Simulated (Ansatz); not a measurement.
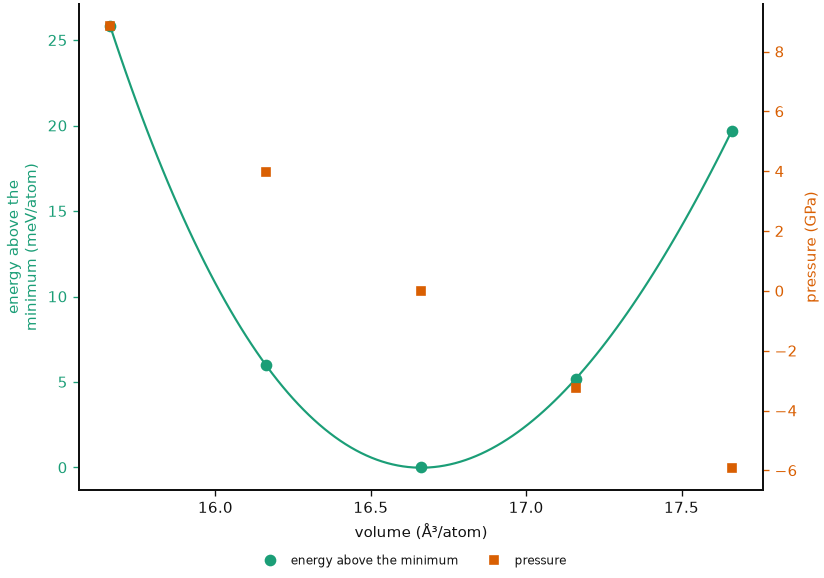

The picture above shows the energy above the minimum and pressure against volume for Ag, space group Fm-3m (No. 225).

Cell as given: a = 2.867 Å, b = 2.867 Å, c = 2.867 Å, α = 60.00°, β = 60.00°, γ = 60.00°; 1 atom.

Method: third-order Birch-Murnaghan fit to density functional energies at scaled volumes of the given relaxed cell, shape and atoms relaxed at each volume; energies count from the fitted minimum; plane waves with PAW datasets, Γ-centred k mesh (Ansatz 0.2.0). Level: PBEsol, no spin polarisation.

wave cutoff 420 eV; k mesh 18×18×18; occupations Gaussian; smearing width 0.1 eV.

Give the fitted equation-of-state parameters.

Answer. A third-order Birch–Murnaghan fit gives V0 = 16.66 Å³/atom, B0 = 120 GPa and B′ = 5.7.

How does the pressure vary with volume?

Answer. It falls from 8.84 GPa at volume 15.662 Å³/atom to −5.91 GPa at 17.662 Å³/atom, and changes sign near 16.66 Å³/atom.

The computed values:

```csv
volume (Å³/atom),energy above the minimum (meV/atom),pressure (GPa)
15.662,25.8,8.84
16.162,6.0,3.99
16.662,0.0,0.00
17.162,5.2,-3.25
17.662,19.7,-5.91
```
